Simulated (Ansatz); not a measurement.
# Geometry relaxation of SiC (part 1 of 2)

The run: geometry relaxation of SiC (12 atoms in the cell). Method and program: DFT PBE, scalar-relativistic, plane waves, PAW, no spin polarisation (Ansatz 0.2.0).

The structure derives from a Materials Project entry. Figures and captions count atoms from 1; the log counts them from 0 in places.

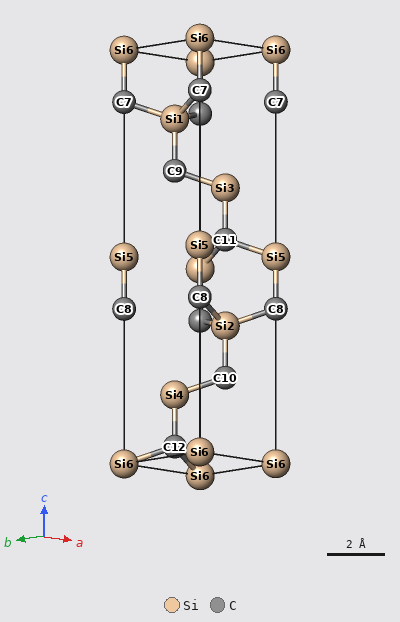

*The structure as given in the input (ball-and-stick view of the cell of the calculation, seen at an oblique angle; atoms are numbered from 1 in the order of the input).*

Near neighbours in the crystal (not all of them lie inside the picture): Si has 4 C at 1.88 to 1.89 Å; C has 4 Si at 1.88 to 1.89 Å.

Key numbers

```json
{"quantity": "outcome", "value": "converged"}
{"quantity": "space group (tolerance 0.01 Å)", "value": "P6₃mc (186)"}
{"quantity": "electrons treated", "value": "48"}
{"quantity": "free energy", "value": "−5322.9696 eV"}
{"quantity": "Fermi energy", "value": "10.357 eV"}
{"quantity": "gap on the k-point mesh", "value": "2.03 eV"}
{"quantity": "pressure", "value": "0.00 GPa"}
{"quantity": "final volume", "value": "125.98 Å³"}
{"quantity": "largest force (length of the vector) at the end", "value": "under 0.001 eV/Å"}
{"quantity": "final cell", "value": "a = 3.095 Å, b = 3.095 Å, c = 15.187 Å, α = 90.00°, β = 90.00°, γ = 120.00°"}
{"quantity": "hardware", "value": "4 threads of Intel Xeon @ 2.70GHz, 189 GiB of memory available, shared host"}
{"quantity": "wall time", "value": "48 s (CPU time 2.9 min)"}
{"quantity": "peak memory", "value": "0.53 GiB"}
```

Input
```yaml
crystal:
  lattice:
    - [3.07662101, 0.0, 0.0]
    - [-1.53831051, 2.66443195, 0.0]
    - [0.0, 0.0, 15.09808432]
  atoms:
    - { symbol: Si, position: [0.33333333, 0.66666667, 0.83298615] }
    - { symbol: Si, position: [0.66666667, 0.33333333, 0.33298615] }
    - { symbol: Si, position: [0.66666667, 0.33333333, 0.6665006] }
    - { symbol: Si, position: [0.33333333, 0.66666667, 0.1665006] }
    - { symbol: Si, position: [0.0, 0.0, 0.49972942] }
    - { symbol: Si, position: [0.0, 0.0, 0.99972942] }
    - { symbol: C, position: [0.0, 0.0, 0.87436641] }
    - { symbol: C, position: [0.0, 0.0, 0.37436641] }
    - { symbol: C, position: [0.33333333, 0.66666667, 0.70799678] }
    - { symbol: C, position: [0.66666667, 0.33333333, 0.20799678] }
    - { symbol: C, position: [0.66666667, 0.33333333, 0.54152164] }
    - { symbol: C, position: [0.33333333, 0.66666667, 0.04152164] }
basis:
  ecutwfc: 420
kpoints:
  mp_grid: { grid: [12, 12, 2] }
hamiltonian:
  xc: pbe
scf:
  occupations: { method: gaussian, width: 0.02 }
output:
  forces: true
  stress: true
  eigenvalues: true
  write_density: true
  write_potential: true
  elf: true
  volumetric_format: npy
relax:
  adjacent_minimum: "off"
  f_tol: 0.005
  max_steps: 80
  cell: { stress_tol: 0.05 }
```

Launch command:
```bash
ansatz run input.yaml --threads 4 --pin off --max-ram 8192MiB --backend cpu --events-out ev --progress --plain --runs-dir out
```

The program's output
```
Engine: ansatz 0.2.0, x86_64-unknown-linux-gnu
Pseudopotentials: kind: paw
Pseudopotential: Si, paw, valence charge 4, recommended cutoff 420 eV (normal), Si.paw.azcp
Pseudopotential: C, paw, valence charge 4, recommended cutoff 420 eV (normal), C.paw.azcp
Functional definition: PBE
  parameter kappa = 0.804
  parameter beta = 0.06672455060314922
  exchange = pbe_x(kappa = kappa, mu = beta*pi^2/3)
  correlation = pbe_c(beta = beta)
Crystal: 12 atoms, lattice volume = 123.766 Å³
Basis set: ecut = 420 eV, 2415 PW (Γ), exchange–correlation on 48×48×216 points (8 copies of the dense FFT grid, shifted against one another)
Bands: 36, of which v1, the nominal top of the filled ones, is band 24 counted from 1 (23 counted from 0)
Symmetry: 12 space group operations
Space group: P63mc (ITA 186), of the structure as read, at distance tolerance 5.0e-5 Å
k-points: 38 of 288
Non-local potential: Si, projectors of the file, l = 0: 2, l = 1: 2, l = 2: 2
Non-local potential: C, projectors of the file, l = 0: 2, l = 1: 2, l = 2: 1
PAW form: soft (Blöchl's): semilocal exchange-correlation on the pseudo side does not see the compensation charge
PAW one-centre angular grid: Si, 110 points (default); XC on 64 Gauss nodes
PAW one-centre angular grid: C, 110 points (default); XC on 64 Gauss nodes
Initial density: superposition of atomic densities (neutral atoms: chi_scale 0, normalization atom), corrected by the library's trained network
Initial wavefunctions: pseudopotential atomic-orbital guess
Functional: x = pbe(κ = 0.804, μ = 0.2195149727645171), c = pbe(β = 0.06672455060314922)
SCF iter   1: F=—  HF=-5322.942908 eV  |F-HF|=—  |Δ(HF+E_count)|=         —  Δρ=2.63e-3  dr2=8.96e-3  ethr=1.77e-3  ⟨swp⟩=6.9  Hψ=7075  notcnv=0  defer=17
preconditioner: auto → none  [insulator: Δε(μ)=2.000 eV  Ē_g=11.965 eV  σ=0.020 eV  W_gap=1.00  n_scr=10 (ndim 8)  ℏωp=23.1 eV  f_vac=0.000  D(μ)=0.00/eV (n_scr^D=0)  ε∞_Penn≈4.7]
SCF iter   2: F=—  HF=-5322.942533 eV  |F-HF|=—  |Δ(HF+E_count)|=   3.75e-4  Δρ=7.30e-4  dr2=3.01e-4  ethr=1.87e-5  ⟨swp⟩=2.2  Hψ=2633  notcnv=0  defer=261
SCF iter   3: F=—  HF=-5322.942844 eV  |F-HF|=—  |Δ(HF+E_count)|=   3.11e-4  Δρ=2.90e-4  dr2=4.19e-5  ethr=6.26e-7  ⟨swp⟩=2.6  Hψ=2097  notcnv=0  defer=261
SCF iter   4: F=—  HF=-5322.942907 eV  |F-HF|=—  |Δ(HF+E_count)|=   6.23e-5  Δρ=3.96e-5  dr2=4.75e-6  ethr=8.73e-8  ⟨swp⟩=2.0  Hψ=1997  notcnv=0  defer=261
SCF iter   5: F=—  HF=-5322.942907 eV  |F-HF|=—  |Δ(HF+E_count)|=   6.71e-8  Δρ=1.40e-5  dr2=1.61e-7  ethr=9.90e-9  ⟨swp⟩=2.1  Hψ=1748  notcnv=0  defer=261
SCF iter   6: F=-5322.942907 eV  HF=-5322.942907 eV  |F-HF|=4.68e-9  |Δ(HF+E_count)|=   2.54e-7  Δρ=2.91e-6  dr2=7.62e-9  ethr=2.08e-10  ⟨swp⟩=14.5  Hψ=9782  notcnv=0
SCF 1 converged in 6 iterations: F = -5322.942907 eV  dr2 = 7.62e-9
  greatest PAW one-centre occupation: 0.646 electrons in one spin orbital (limit 2), on the C atom at site 6 (counted from 0), in its partial waves of l = 0
relax step   1: F+E_penalty+E_count = -5322.94290688 eV  Δ(F+E_penalty+E_count) = +0.000e0 eV  max|allowed force component| = 8.844e-3 eV/Å  Δτ_max = 0.0000 Å  P = +3.918 GPa  Ω = 123.766 Å³  (6 SCF iters, dr2 threshold 1.00e-7 eV, accepted)
Crystal: 12 atoms, lattice volume = 124.940 Å³
Initial density: handed on by an earlier stage of this run
Initial wavefunctions: those handed on with the density
iter 1 solved again at ethr=1.85e-5 eV; its pass at ethr=3.10e-3 eV (dr2=8.86e-3 eV) is discarded
SCF iter   1: F=—  HF=-5322.964271 eV  |F-HF|=—  |Δ(HF+E_count)|=         —  Δρ=2.35e-3  dr2=8.53e-3  ethr=1.85e-5  ⟨swp⟩=3.3  Hψ=5040  notcnv=0
preconditioner: auto → none  [insulator: Δε(μ)=2.003 eV  Ē_g=11.894 eV  σ=0.020 eV  W_gap=1.00  n_scr=10 (ndim 8)  ℏωp=23.0 eV  f_vac=0.000  D(μ)=0.00/eV (n_scr^D=0)  ε∞_Penn≈4.7]
SCF iter   2: F=—  HF=-5322.961652 eV  |F-HF|=—  |Δ(HF+E_count)|=   2.62e-3  Δρ=3.98e-4  dr2=2.46e-4  ethr=1.78e-5  ⟨swp⟩=2.3  Hψ=2489  notcnv=0
SCF iter   3: F=—  HF=-5322.961599 eV  |F-HF|=—  |Δ(HF+E_count)|=   5.33e-5  Δρ=1.20e-4  dr2=1.50e-5  ethr=5.13e-7  ⟨swp⟩=2.5  Hψ=2333  notcnv=0
SCF iter   4: F=—  HF=-5322.961600 eV  |F-HF|=—  |Δ(HF+E_count)|=   1.22e-6  Δρ=1.95e-5  dr2=1.43e-6  ethr=3.12e-8  ⟨swp⟩=2.6  Hψ=2349  notcnv=0
iter 5 did not close the SCF: its close was put off for the readings that it lacked (scf_convergence_deferred on its scf_iter line)
SCF iter   5: F=-5322.961600 eV  HF=-5322.961600 eV  |F-HF|=8.80e-9  |Δ(HF+E_count)|=   2.22e-7  Δρ=7.70e-6  dr2=6.86e-8  ethr=2.98e-9  ⟨swp⟩=2.2  Hψ=1861  notcnv=0
SCF iter   6: F=-5322.961600 eV  HF=-5322.961600 eV  |F-HF|=8.95e-10  |Δ(HF+E_count)|=   3.54e-8  Δρ=1.73e-6  dr2=2.27e-9  ethr=1.43e-10  ⟨swp⟩=8.3  Hψ=8976  notcnv=0
SCF 2 converged in 6 iterations: F = -5322.961600 eV  dr2 = 2.27e-9
  greatest PAW one-centre occupation: 0.645 electrons in one spin orbital (limit 2), on the C atom at site 7 (counted from 0), in its partial waves of l = 0
relax step   2: F+E_penalty+E_count = -5322.96159986 eV  Δ(F+E_penalty+E_count) = -1.869e-2 eV  max|allowed force component| = 5.750e-3 eV/Å  Δτ_max = 0.0002 Å  P = +1.771 GPa  Ω = 124.940 Å³  energy of the carried Pulay correction = -2.107e-3 eV  (6 SCF iters, dr2 threshold 1.20e-6 eV, accepted)
Crystal: 12 atoms, lattice volume = 125.927 Å³
Basis set: ecut = 420 eV, 2451 PW (Γ), exchange–correlation on 48×48×216 points (8 copies of the dense FFT grid, shifted against one another)
iter 1 solved again at ethr=1.27e-5 eV; its pass at ethr=3.10e-3 eV (dr2=6.10e-3 eV) is discarded
SCF iter   1: F=—  HF=-5322.967208 eV  |F-HF|=—  |Δ(HF+E_count)|=         —  Δρ=1.94e-3  dr2=5.87e-3  ethr=1.27e-5  ⟨swp⟩=3.5  Hψ=4907  notcnv=0
preconditioner: auto → none  [insulator: Δε(μ)=2.009 eV  Ē_g=11.838 eV  σ=0.020 eV  W_gap=1.00  n_scr=10 (ndim 8)  ℏωp=22.9 eV  f_vac=0.000  D(μ)=0.00/eV (n_scr^D=0)  ε∞_Penn≈4.8]
SCF iter   2: F=—  HF=-5322.965416 eV  |F-HF|=—  |Δ(HF+E_count)|=   1.79e-3  Δρ=3.28e-4  dr2=1.70e-4  ethr=1.22e-5  ⟨swp⟩=2.2  Hψ=2216  notcnv=0
SCF iter   3: F=—  HF=-5322.965387 eV  |F-HF|=—  |Δ(HF+E_count)|=   2.92e-5  Δρ=9.97e-5  dr2=1.05e-5  ethr=3.53e-7  ⟨swp⟩=2.4  Hψ=2326  notcnv=0
SCF iter   4: F=—  HF=-5322.965388 eV  |F-HF|=—  |Δ(HF+E_count)|=   9.43e-7  Δρ=1.76e-5  dr2=1.27e-6  ethr=2.18e-8  ⟨swp⟩=2.7  Hψ=2426  notcnv=0
iter 5 did not close the SCF: its close was put off for the readings that it lacked (scf_convergence_deferred on its scf_iter line)
SCF iter   5: F=-5322.965388 eV  HF=-5322.965388 eV  |F-HF|=1.23e-8  |Δ(HF+E_count)|=   2.19e-7  Δρ=6.73e-6  dr2=4.75e-8  ethr=2.65e-9  ⟨swp⟩=2.2  Hψ=1857  notcnv=0
SCF iter   6: F=-5322.965388 eV  HF=-5322.965388 eV  |F-HF|=6.05e-10  |Δ(HF+E_count)|=   2.92e-8  Δρ=1.45e-6  dr2=1.62e-9  ethr=9.89e-11  ⟨swp⟩=8.3  Hψ=8986  notcnv=0
SCF 3 converged in 6 iterations: F = -5322.965388 eV  dr2 = 1.62e-9
  greatest PAW one-centre occupation: 0.644 electrons in one spin orbital (limit 2), on the C atom at site 6 (counted from 0), in its partial waves of l = 0
relax step   3: F+E_penalty+E_count = -5322.96538788 eV  Δ(F+E_penalty+E_count) = -3.788e-3 eV  max|allowed force component| = 3.519e-4 eV/Å  Δτ_max = 0.0002 Å  P = +0.041 GPa  Ω = 125.927 Å³  energy of the carried Pulay correction = -3.860e-3 eV  (6 SCF iters, dr2 threshold 1.20e-6 eV, accepted)
Crystal: 12 atoms, lattice volume = 125.951 Å³
iter 1 solved again at ethr=1.01e-8 eV; its pass at ethr=3.10e-3 eV (dr2=4.82e-6 eV) is discarded
SCF iter   1: F=—  HF=-5322.965338 eV  |F-HF|=—  |Δ(HF+E_count)|=         —  Δρ=6.70e-5  dr2=5.50e-6  ethr=1.01e-8  ⟨swp⟩=2.1  Hψ=5165  notcnv=0
preconditioner: auto → none  [insulator: Δε(μ)=2.031 eV  Ē_g=11.847 eV  σ=0.020 eV  W_gap=1.00  n_scr=10 (ndim 8)  ℏωp=22.9 eV  f_vac=0.000  D(μ)=0.00/eV (n_scr^D=0)  ε∞_Penn≈4.7]
SCF iter   2: F=—  HF=-5322.965346 eV  |F-HF|=—  |Δ(HF+E_count)|=   7.89e-6  Δρ=2.22e-5  dr2=4.20e-7  ethr=1.01e-8  ⟨swp⟩=2.0  Hψ=2036  notcnv=0
SCF iter   3: F=—  HF=-5322.965346 eV  |F-HF|=—  |Δ(HF+E_count)|=   8.61e-8  Δρ=5.26e-6  dr2=1.64e-8  ethr=8.74e-10  ⟨swp⟩=2.6  Hψ=2339  notcnv=0
iter 4 did not close the SCF: its close was put off for the readings that it lacked (scf_convergence_deferred on its scf_iter line)
SCF iter   4: F=-5322.965346 eV  HF=-5322.965346 eV  |F-HF|=9.40e-10  |Δ(HF+E_count)|=   4.90e-9  Δρ=1.52e-6  dr2=2.72e-9  ethr=3.43e-11  ⟨swp⟩=2.6  Hψ=2143  notcnv=0
iter 5 did not close the SCF: its close was put off for the readings that it lacked (scf_convergence_deferred on its scf_iter line)
SCF iter   5: F=-5322.965346 eV  HF=-5322.965346 eV  |F-HF|=3.00e-11  |Δ(HF+E_count)|=  2.47e-10  Δρ=5.39e-7  dr2=2.80e-10  ethr=5.66e-12  ⟨swp⟩=2.1  Hψ=1908  notcnv=0
SCF iter   6: F=-5322.965346 eV  HF=-5322.965346 eV  |F-HF|=3.64e-12  |Δ(HF+E_count)|=  8.37e-11  Δρ=1.10e-7  dr2=9.82e-12  ethr=1.00e-12  ⟨swp⟩=5.4  Hψ=7090  notcnv=0
SCF 4 converged in 6 iterations: F = -5322.965346 eV  dr2 = 9.82e-12
  greatest PAW one-centre occupation: 0.644 electrons in one spin orbital (limit 2), on the C atom at site 7 (counted from 0), in its partial waves of l = 0
relax step   4: F+E_penalty+E_count = -5322.96534608 eV  Δ(F+E_penalty+E_count) = +4.180e-5 eV  max|allowed force component| = 2.132e-3 eV/Å  Δτ_max = 0.0002 Å  P = -0.001 GPa  Ω = 125.951 Å³  energy of the carried Pulay correction = -3.903e-3 eV  (6 SCF iters, accepted)
iter 1 solved again at ethr=1.10e-9 eV; its pass at ethr=3.10e-3 eV (dr2=5.30e-7 eV) is discarded
SCF iter   1: F=—  HF=-5322.965344 eV  |F-HF|=—  |Δ(HF+E_count)|=         —  Δρ=2.62e-5  dr2=7.12e-7  ethr=1.10e-9  ⟨swp⟩=2.8  Hψ=5667  notcnv=0
SCF iter   2: F=—  HF=-5322.965353 eV  |F-HF|=—  |Δ(HF+E_count)|=   9.21e-6  Δρ=1.10e-5  dr2=7.87e-8  ethr=1.10e-9  ⟨swp⟩=2.0  Hψ=2259  notcnv=0
iter 3 did not close the SCF: its close was put off for the readings that it lacked (scf_convergence_deferred on its scf_iter line)
SCF iter   3: F=-5322.965353 eV  HF=-5322.965353 eV  |F-HF|=2.88e-9  |Δ(HF+E_count)|=   3.29e-9  Δρ=2.83e-6  dr2=7.50e-9  ethr=1.64e-10  ⟨swp⟩=2.4  Hψ=2329  notcnv=0
iter 4 did not close the SCF: its close was put off for the readings that it lacked (scf_convergence_deferred on its scf_iter line)
SCF iter   4: F=-5322.965353 eV  HF=-5322.965353 eV  |F-HF|=2.44e-10  |Δ(HF+E_count)|=  2.07e-10  Δρ=8.89e-7  dr2=7.70e-10  ethr=1.56e-11  ⟨swp⟩=2.2  Hψ=1924  notcnv=0
iter 5 did not close the SCF: its close was put off for the readings that it lacked (scf_convergence_deferred on its scf_iter line)
SCF iter   5: F=-5322.965353 eV  HF=-5322.965353 eV  |F-HF|=2.00e-11  |Δ(HF+E_count)|=  8.64e-11  Δρ=2.43e-7  dr2=2.69e-11  ethr=1.60e-12  ⟨swp⟩=2.4  Hψ=2004  notcnv=0
SCF iter   6: F=-5322.965353 eV  HF=-5322.965353 eV  |F-HF|=9.09e-13  |Δ(HF+E_count)|=  2.36e-11  Δρ=5.03e-8  dr2=1.38e-12  ethr=1.00e-12  ⟨swp⟩=4.8  Hψ=5967  notcnv=0
SCF 5 converged in 6 iterations: F = -5322.965353 eV  dr2 = 1.38e-12
relax step   5: F+E_penalty+E_count = -5322.96535277 eV  Δ(F+E_penalty+E_count) = -6.689e-6 eV  max|allowed force component| = 4.835e-4 eV/Å  Δτ_max = 0.0001 Å  P = +0.000 GPa  Ω = 125.951 Å³  energy of the carried Pulay correction = -3.902e-3 eV  (6 SCF iters, accepted)
Initial wavefunctions: pseudopotential atomic-orbital guess (no wavefunctions were taken with the density)
iter 1 solved again at ethr=8.32e-8 eV; its pass at ethr=3.10e-3 eV (dr2=3.99e-5 eV) is discarded
SCF iter   1: F=—  HF=-5322.969560 eV  |F-HF|=—  |Δ(HF+E_count)|=         —  Δρ=8.08e-5  dr2=1.34e-6  ethr=8.32e-8  ⟨swp⟩=3.3  Hψ=11149  notcnv=0
SCF iter   2: F=—  HF=-5322.969573 eV  |F-HF|=—  |Δ(HF+E_count)|=   1.30e-5  Δρ=3.94e-5  dr2=2.46e-7  ethr=2.79e-9  ⟨swp⟩=2.0  Hψ=2247  notcnv=0
SCF iter   3: F=—  HF=-5322.969574 eV  |F-HF|=—  |Δ(HF+E_count)|=   9.33e-7  Δρ=8.44e-6  dr2=1.33e-8  ethr=5.12e-10  ⟨swp⟩=2.1  Hψ=2282  notcnv=0
SCF iter   4: F=—  HF=-5322.969574 eV  |F-HF|=—  |Δ(HF+E_count)|=   4.48e-8  Δρ=6.65e-7  dr2=3.03e-10  ethr=2.77e-11  ⟨swp⟩=2.0  Hψ=2280  notcnv=0
iter 5 did not close the SCF: its close was put off for the readings that it lacked (scf_convergence_deferred on its scf_iter line)
SCF iter   5: F=-5322.969574 eV  HF=-5322.969574 eV  |F-HF|=9.46e-11  |Δ(HF+E_count)|=  1.52e-10  Δρ=1.90e-7  dr2=1.19e-10  ethr=1.00e-12  ⟨swp⟩=2.4  Hψ=2103  notcnv=0
SCF iter   6: F=-5322.969574 eV  HF=-5322.969574 eV  |F-HF|=1.82e-12  |Δ(HF+E_count)|=  1.82e-11  Δρ=3.99e-8  dr2=2.61e-12  ethr=1.00e-12  ⟨swp⟩=5.2  Hψ=6176  notcnv=0
SCF 6 converged in 6 iterations: F = -5322.969574 eV  dr2 = 2.61e-12
relax step   6: F+E_penalty+E_count = -5322.96957418 eV  Δ(F+E_penalty+E_count) = -4.221e-3 eV  max|allowed force component| = 4.794e-4 eV/Å  Δτ_max = 0.0000 Å  P = +0.056 GPa  Ω = 125.951 Å³  stress off target by 5.74e-2 GPa  SCF on the basis re-selected at this cell (its energy is not comparable with the rows above)  (6 SCF iters)
basis re-selected at this cell: Δ(F+E_penalty+E_count) = -4.221e-3 eV, ΔP = +0.056 GPa vs the last step (what re-selecting the basis moved, of the pressure what is left beyond the Pulay correction that the steps carried, after the strain that the cell walked since its last selection, with what the two solves' SCF thresholds leave and, on support functions, any second-order correction that the steps lacked; it is no measure of the basis error at this ecutwfc). This SCF's stress stands 5.74e-2 GPa from its target on what of the cell is left free (relax.cell.stress_tol is 5.00e-2 GPa) and its largest allowed force component is 4.79e-4 eV/Å (relax.f_tol is 5.00e-3 eV/Å): not within both, so this SCF does not close the relaxation
Crystal: 12 atoms, lattice volume = 125.983 Å³
iter 1 solved again at ethr=1.34e-8 eV; its pass at ethr=3.10e-3 eV (dr2=6.42e-6 eV) is discarded
SCF iter   1: F=—  HF=-5322.969515 eV  |F-HF|=—  |Δ(HF+E_count)|=         —  Δρ=6.29e-5  dr2=6.17e-6  ethr=1.34e-8  ⟨swp⟩=1.0  Hψ=4390  notcnv=0
preconditioner: auto → none  [insulator: Δε(μ)=2.030 eV  Ē_g=11.844 eV  σ=0.020 eV  W_gap=1.00  n_scr=10 (ndim 8)  ℏωp=22.9 eV  f_vac=0.000  D(μ)=0.00/eV (n_scr^D=0)  ε∞_Penn≈4.7]
SCF iter   2: F=—  HF=-5322.969522 eV  |F-HF|=—  |Δ(HF+E_count)|=   7.03e-6  Δρ=1.07e-5  dr2=1.83e-7  ethr=1.29e-8  ⟨swp⟩=2.0  Hψ=2059  notcnv=0
SCF iter   3: F=—  HF=-5322.969522 eV  |F-HF|=—  |Δ(HF+E_count)|=   3.55e-8  Δρ=3.15e-6  dr2=1.01e-8  ethr=3.82e-10  ⟨swp⟩=2.7  Hψ=2357  notcnv=0
iter 4 did not close the SCF: its close was put off for the readings that it lacked (scf_convergence_deferred on its scf_iter line)
SCF iter   4: F=-5322.969522 eV  HF=-5322.969522 eV  |F-HF|=9.91e-10  |Δ(HF+E_count)|=   1.11e-9  Δρ=5.64e-7  dr2=1.29e-9  ethr=2.11e-11  ⟨swp⟩=2.9  Hψ=2507  notcnv=0
iter 5 did not close the SCF: its close was put off for the readings that it lacked (scf_convergence_deferred on its scf_iter line)
SCF iter   5: F=-5322.969522 eV  HF=-5322.969522 eV  |F-HF|=1.00e-11  |Δ(HF+E_count)|=  2.29e-10  Δρ=2.17e-7  dr2=4.89e-11  ethr=2.68e-12  ⟨swp⟩=2.3  Hψ=1875  notcnv=0
SCF iter   6: F=-5322.969522 eV  HF=-5322.969522 eV  |F-HF|=1.82e-12  |Δ(HF+E_count)|=  2.55e-11  Δρ=4.69e-8  dr2=1.63e-12  ethr=1.00e-12  ⟨swp⟩=4.7  Hψ=5836  notcnv=0
SCF 7 converged in 6 iterations: F = -5322.969522 eV  dr2 = 1.63e-12
relax step   7: F+E_penalty+E_count = -5322.96952181 eV  Δ(F+E_penalty+E_count) = +5.237e-5 eV  max|allowed force component| = 7.777e-5 eV/Å  Δτ_max = 0.0000 Å  P = +0.001 GPa  Ω = 125.983 Å³  energy of the carried Pulay correction = -5.815e-5 eV  (6 SCF iters, accepted)
iter 1 solved again at ethr=8.60e-8 eV; its pass at ethr=3.10e-3 eV (dr2=4.13e-5 eV) is discarded
SCF iter   1: F=—  HF=-5322.969577 eV  |F-HF|=—  |Δ(HF+E_count)|=         —  Δρ=4.53e-6  dr2=1.17e-8  ethr=8.60e-8  ⟨swp⟩=3.3  Hψ=11150  notcnv=0
eigensolver tolerance schedule: the retry pair's looser diagonalisation over-reported the residual by 3537.58 of it (diagonalisation noise at 0.11 of the residual, at the tolerance the schedule requests for it); recorded, not acted on — ethr = c·dr2/N_el stays at c = 1.0e-1
preconditioner: auto → none  [insulator: Δε(μ)=2.031 eV  Ē_g=11.845 eV  σ=0.020 eV  W_gap=1.00  n_scr=10 (ndim 8)  ℏωp=22.9 eV  f_vac=0.000  D(μ)=0.00/eV (n_scr^D=0)  ε∞_Penn≈4.7]
SCF iter   2: F=—  HF=-5322.969586 eV  |F-HF|=—  |Δ(HF+E_count)|=   8.97e-6  Δρ=2.46e-6  dr2=4.30e-9  ethr=2.43e-11  ⟨swp⟩=3.0  Hψ=3079  notcnv=0
SCF iter   3: F=—  HF=-5322.969586 eV  |F-HF|=—  |Δ(HF+E_count)|=  4.57e-10  Δρ=1.59e-6  dr2=1.53e-9  ethr=8.95e-12  ⟨swp⟩=1.0  Hψ=1368  notcnv=0
SCF iter   4: F=—  HF=-5322.969586 eV  |F-HF|=—  |Δ(HF+E_count)|=  6.73e-11  Δρ=5.24e-7  dr2=1.50e-10  ethr=3.18e-12  ⟨swp⟩=2.0  Hψ=2134  notcnv=0
iter 5 did not close the SCF: its close was put off for the readings that it lacked (scf_convergence_deferred on its scf_iter line)
SCF iter   5: F=-5322.969586 eV  HF=-5322.969586 eV  |F-HF|=0.00e0  |Δ(HF+E_count)|=  2.27e-11  Δρ=1.32e-7  dr2=9.27e-12  ethr=1.00e-12  ⟨swp⟩=1.0  Hψ=1368  notcnv=0
SCF iter   6: F=-5322.969586 eV  HF=-5322.969586 eV  |F-HF|=3.64e-12  |Δ(HF+E_count)|=  9.09e-13  Δρ=6.56e-8  dr2=2.77e-12  ethr=1.00e-12  ⟨swp⟩=4.4  Hψ=5545  notcnv=0
SCF 8 converged in 6 iterations: F = -5322.969586 eV  dr2 = 2.77e-12
relax step   8: F+E_penalty+E_count = -5322.96958580 eV  Δ(F+E_penalty+E_count) = -6.399e-5 eV  max|allowed force component| = 7.093e-5 eV/Å  Δτ_max = 0.0000 Å  P = +0.001 GPa  Ω = 125.983 Å³  stress off target by 1.55e-3 GPa  SCF on the basis re-selected at this cell (its energy is not comparable with the rows above)  (6 SCF iters)
```

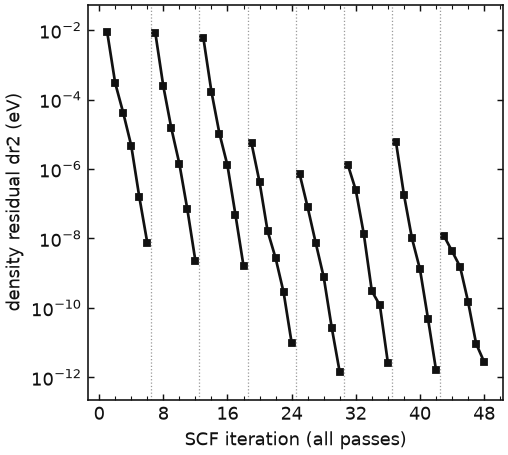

*Convergence of the self-consistent field: density residual dr2 against the SCF iteration. The dotted lines part the SCF passes of the relaxation: geometry steps, rejected trials and re-solves on a re-selected basis.*

The 8 passes take 6 iterations each, 48 in all.
